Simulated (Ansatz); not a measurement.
PbF2

Input

```
crystal:
  lattice:
    - [0.0592087778, 3.0196476692, 3.0196476692]
    - [3.0196476692, 0.0592087778, 3.0196476692]
    - [3.0196476692, 3.0196476692, 0.0592087778]
  atoms:
    - { symbol: Pb, position: [0.0, 0.0, 0.0] }
    - { symbol: F, position: [0.2484563179, 0.2484563179, 0.2484563179] }
    - { symbol: F, position: [0.7515436821, 0.7515436821, 0.7515436821] }
kpoints:
  mp_grid: { grid: [8, 8, 8] }
  band_path:
    path:
      - [0.0, 0.0, 0.0]
      - [0.5, 0.0, 0.5]
      - [0.625, 0.25, 0.625]
      - [0.375, 0.375, 0.75]
      - [0.5, 0.5, 0.5]
      - [0.5, 0.25, 0.75]
      - [0.21875, -0.5, -0.21875]
      - [0.0, 0.5, 0.5]
    npoints: 1
hamiltonian:
  xc: pbe
scf:
  occupations: { method: fermi_dirac, width: 0.02 }
  n_extra_bands: 4
output:
  forces: true
  stress: true
  eigenvalues: true
  write_density: true
  write_potential: true
  elf: true
  volumetric_format: npy
```

Command:

```sh
ansatz run input.yaml --threads 4 --pin off --max-ram 4608MiB --backend cpu --events-out ev --progress --plain --runs-dir out
```

Below, planes, directions and counts refer to the conventional cell (a = 4.19 Å, b = 4.19 Å, c = 10.56 Å, α = 90.00°, β = 90.00°, γ = 120.00°).

Space group R-3m; started from the fluorite prototype, which need not be the ambient phase; changed on purpose from its base cell (shear 111 strain +3.0%).

The calculation used DFT, PBE, plane waves, PAW in Ansatz 0.2.0.

In a PAW calculation such maps are meaningful between the atoms, not at the nuclei.

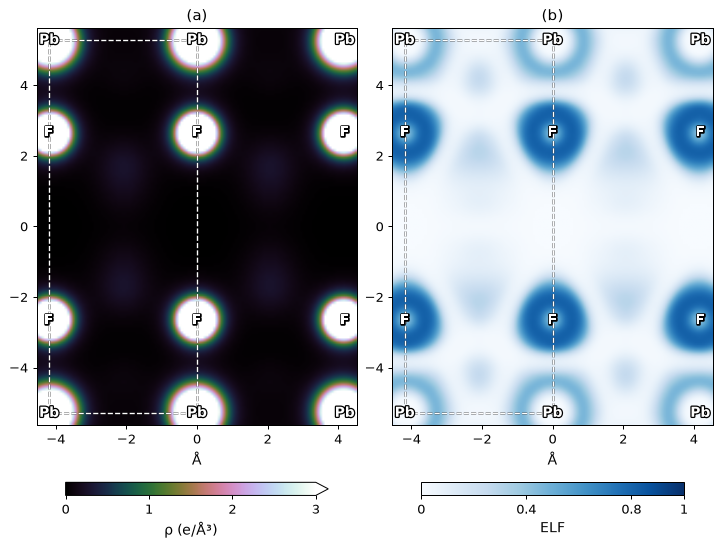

Figure 1. (a) valence electron density; (b) ELF on the (100) plane of the conventional cell.

Read the bonding off the picture.

The plane passes through Pb and F nuclei.
Pb–F (2.62 Å): ρ is about 0.22 e/Å³ halfway; the ELF is about 0.10 at the midpoint: no localised pair shows between them.
Between the atoms the lowest density in this plane is 0.003 e/Å³.

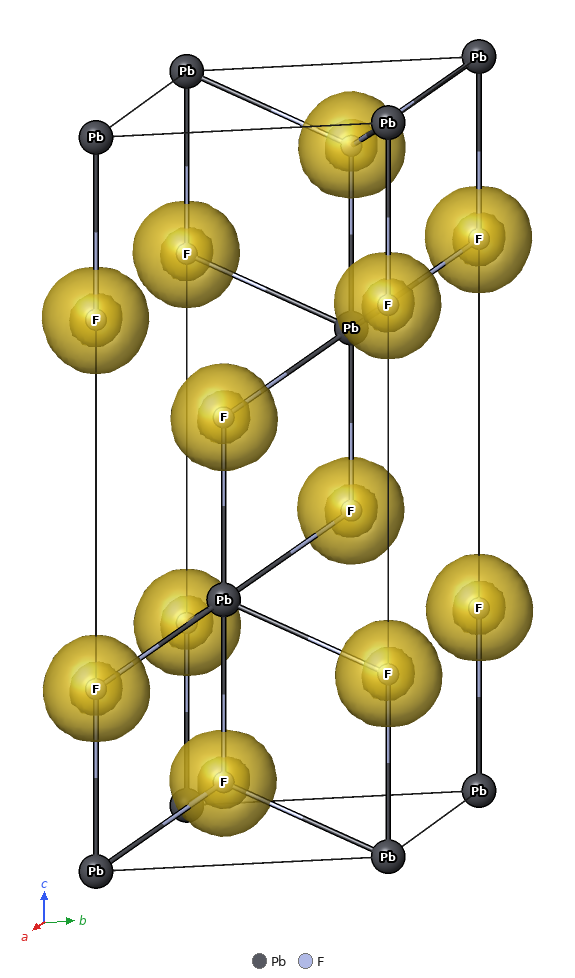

Figure 2. Isosurface of the ELF at 0.75 (yellow), seen slightly off an axis. Core shells and regions of very low density are left out. Sticks mark near contacts.

What do the ELF domains correspond to?

The surface consists of six regions wrapped around F (the valence shell of each), counted in one cell of 9 atoms. Any copies at cell faces, edges or corners count once. Along the contacts the grid gives the following. Pb–F (2.58 Å): the ELF is about 0.15 at the midpoint (no shared electron pair shows on this line).

Does the calculation make it a metal, or give it a gap?

It is gapped, with a Kohn–Sham gap of 4.4 eV on the k-point mesh (the band edges may lie off the mesh, which would make the gap smaller).
